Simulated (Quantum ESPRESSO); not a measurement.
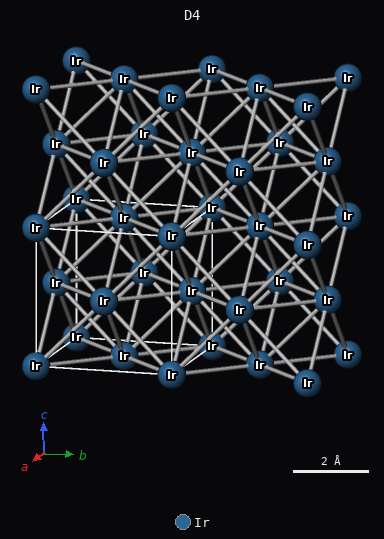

A crystal of Ir (set up in Fm-3m), relaxed (cell and atoms) with several dispersion corrections. The picture shows the result with D4. Style: ball-and-stick. Shown: the conventional cell (4 times the calculation's cell), repeated 1 × 2 × 2 with one cell outlined, slightly off an axis. Lengths and directions refer to the drawn axes.

Computed with Quantum ESPRESSO 7.5: PBEsol, GBRV 1.5 PBEsol. Set-up: plane-wave cutoff 612.3 eV; k-point mesh 12 × 12 × 12; occupations fermi-dirac; smearing width 0.05 eV; optimiser LBFGS; no spin polarisation.

| dispersion correction | volume (Å³/atom) | a (Å) |
| --- | --- | --- |
| D4 | 13.841 | 3.811 |
| D3(BJ) | ? | ? |
| none | 14.032 | 3.829 |
| D3 | 13.823 | 3.810 |

**One row is withheld. What does the calculation give there?**

With D3(BJ) the volume falls between D3 (13.823) and D4 (13.841). The calculation gives 13.824 Å³/atom (a = 3.810 Å). In order of volume: D3 ≈ D3(BJ) < D4 < none; the spread is 1.5 %.
